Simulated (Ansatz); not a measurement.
**Energy of Al along a strain of the cell**

System: Al (I4/mmm, 1 atom in the cell).
Method: DFT PBEsol, scalar-relativistic, plane waves, PAW, no spin polarisation (Ansatz 0.2.0).

The 5 runs differ only in the geometry, by a strain of the cell at fixed fractional positions. Against run 3, the strain is εxx = η and εyy = η. The structure derives from an entry of the Crystallography Open Database.

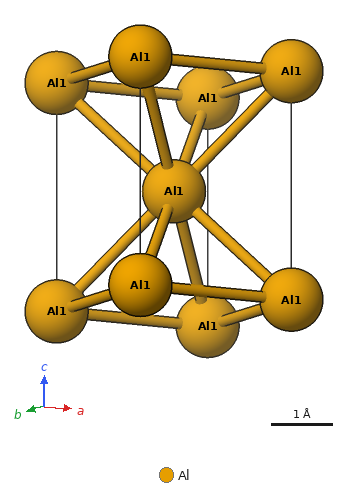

Figure 1. The structure of run 3 (ball-and-stick view of the cell 2 times as large as that of the calculation, set on its symmetry axes, seen at an oblique angle; atoms are numbered from 1 in the order of the input). An atom can appear more than once, as a periodic image.

## Input of run 3
```yaml
crystal:
  lattice:
    - [0.0, 2.02398, 1.922781]
    - [2.02398, 0.0, 1.922781]
    - [2.02398, 2.02398, 0.0]
  atoms:
    - { symbol: Al, position: [0.0, 0.0, 0.0] }
basis:
  ecutwfc: 420
kpoints:
  mp_grid: { grid: [20, 20, 20] }
hamiltonian:
  xc: pbesol
scf:
  occupations: { method: gaussian, width: 0.15 }
output:
  forces: true
  stress: true
  eigenvalues: true
```

Command:
```bash
ansatz run input.yaml --threads 1 --pin off --max-ram 2560MiB --backend cpu --events-out ev --progress --plain --runs-dir out
```

Lattice vectors (Å) and fractional positions of run 3:
```
   0.000000    2.023980    1.922781
   2.023980    0.000000    1.922781
   2.023980    2.023980    0.000000
Al  0.000000  0.000000  0.000000
```

Run 4 differs from it as follows:
```diff
-    - [0.0, 2.02398, 1.922781]
-    - [2.02398, 0.0, 1.922781]
-    - [2.02398, 2.02398, 0.0]
+    - [0.0, 2.0745795, 1.922781]
+    - [2.0745795, 0.0, 1.922781]
+    - [2.0745795, 2.0745795, 0.0]
```

## Results, with one run withheld

```csv
run,strain parameter η (%),"free energy per atom, from the lowest run given (meV)",pressure (GPa)
1,−5.0000,69.44,14.14
2,−2.5000,20.04,7.57
3,0.0000,0.00,2.53
4,2.5000,?,?
5,5.0000,24.33,−4.44
```

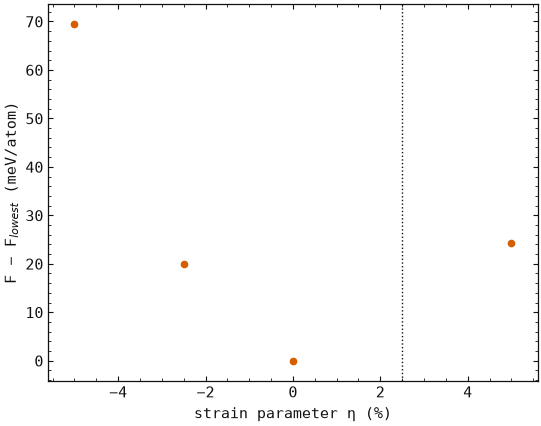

Figure 2. Free energy per atom of the runs given; the dotted line marks run 4.

Estimate the energy of run 4 from the others.

A quadratic polynomial in the coordinate, fitted to the 4 runs given, misses them by at most 1.72 meV per atom. With x = η + 0.6250, it reads F = 2.2239 − 6.823 x + 1.9184 x² (meV per atom). At run 4 it gives −0.36 meV per atom, and the run itself gives 3.59. The fit has its minimum at η = 1.1533 %. The miss comes from the order of the polynomial or from scatter in that run; these data can't tell which.

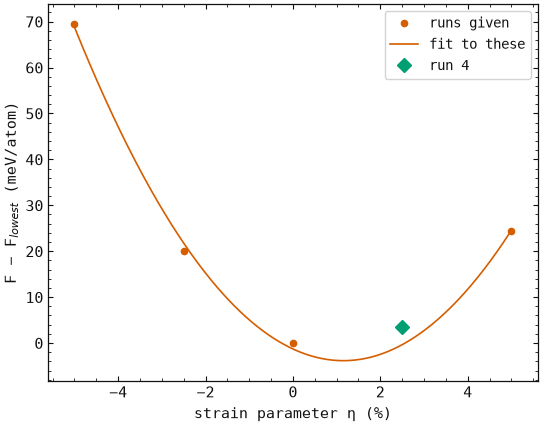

Figure 3. The fit and the withheld run.

## Output, shortened to warnings, some set-up lines, iterations and results (run 4)
```
Basis set: ecut = 420 eV, 323 PW (Γ), exchange–correlation on 40×40×40 points (8 copies of the dense FFT grid, shifted against one another)
Symmetry: 16 space group operations
k-points: 641 of 8000
Initial density: superposition of atomic densities (neutral atoms: chi_scale 0, normalization atom), corrected by the library's trained network
[...]
SCF iter   1: F=—  HF=-524.539516 eV  |F-HF|=—  |Δ(HF+E_count)|=         —  Δρ=5.90e-4  dr2=1.86e-5  ethr=1.77e-3  ⟨swp⟩=4.7  Hψ=32256  notcnv=0
SCF iter   2: F=—  HF=-524.539541 eV  |F-HF|=—  |Δ(HF+E_count)|=   2.54e-5  Δρ=2.97e-4  dr2=4.54e-6  ethr=6.20e-7  ⟨swp⟩=2.0  Hψ=9798  notcnv=0
SCF iter   3: F=-524.539547 eV  HF=-524.539547 eV  |F-HF|=9.59e-9  |Δ(HF+E_count)|=   6.32e-6  Δρ=1.21e-5  dr2=2.56e-8  ethr=1.51e-7  ⟨swp⟩=1.1  Hψ=3648  notcnv=0
SCF iter   4: F=-524.539547 eV  HF=-524.539547 eV  |F-HF|=1.57e-9  |Δ(HF+E_count)|=   5.59e-9  Δρ=4.63e-6  dr2=3.81e-9  ethr=8.54e-10  ⟨swp⟩=1.4  Hψ=3896  notcnv=0
SCF iter   5: F=-524.539547 eV  HF=-524.539547 eV  |F-HF|=1.67e-11  |Δ(HF+E_count)|=   1.42e-9  Δρ=4.63e-7  dr2=4.10e-11  ethr=1.27e-10  ⟨swp⟩=1.2  Hψ=3688  notcnv=0
SCF iter   6: F=-524.539547 eV  HF=-524.539547 eV  |F-HF|=5.68e-13  |Δ(HF+E_count)|=  1.78e-11  Δρ=5.78e-8  dr2=6.19e-13  ethr=1.37e-12  ⟨swp⟩=2.0  Hψ=13025  notcnv=0
SCF 1 converged in 6 iterations: F = -524.539547 eV  dr2 = 6.19e-13
SCF converged after 6 iterations
Free energy (F): -524.539547 eV
Harris-Foulkes:  -524.539547 eV  (|F-HF|=5.68e-13)
Internal energy: -524.534983 eV  (E = F + TS)
E sigma→0 (E₀):  -524.537265 eV
Entropy (-TS):   -0.004564 eV (-4.564 meV/atom)
Fermi energy:    7.848355 eV
--- Per-component energies (eV) ---
  E_band       = 10.329159
  E_kinetic    = 22.770892
  E_local      = 9.703916  (includes V_loc(G=0)·N_el)
  E_nonlocal   = 10.384240
  E_hartree    = 0.099142
  E_xc         = -39.373380
  E_vxc        = -29.118733  (∫ρ·V_xc dr)
  E_paw        = -454.703114  (= ΣΔE_a)
  E_vpaw       = -3.609438  (= ΣTr[D̂ρ^β])
  E_aug_tail   = -0.000002  (compensation charges beyond the density's cutoff)
  E_ewald      = -73.435816
  E_core_change = 0.019139  (= ΣΔE_core)
  E_smearing   = -0.004564  (= −TS)
  E_closure    = 0.000000  (closes the sum)
  Σ components = -524.539547   (vs F -524.539547, Δ=0.00e0)
--- Forces (eV/Å), atoms counted from 1 ---
  atom   1  Al    -0.00000000     0.00000000     0.00000000
  max |Σ_I F_I| component: 3.08e-33 eV/Å
--- Stress (GPa, compression-positive) ---
       -2.561898       0.000000       0.000000
        0.000000      -2.561898       0.000000
        0.000000       0.000000       0.835283
  P = ⅓ Tr σ = -1.4295 GPa (-14.295 kbar)
```
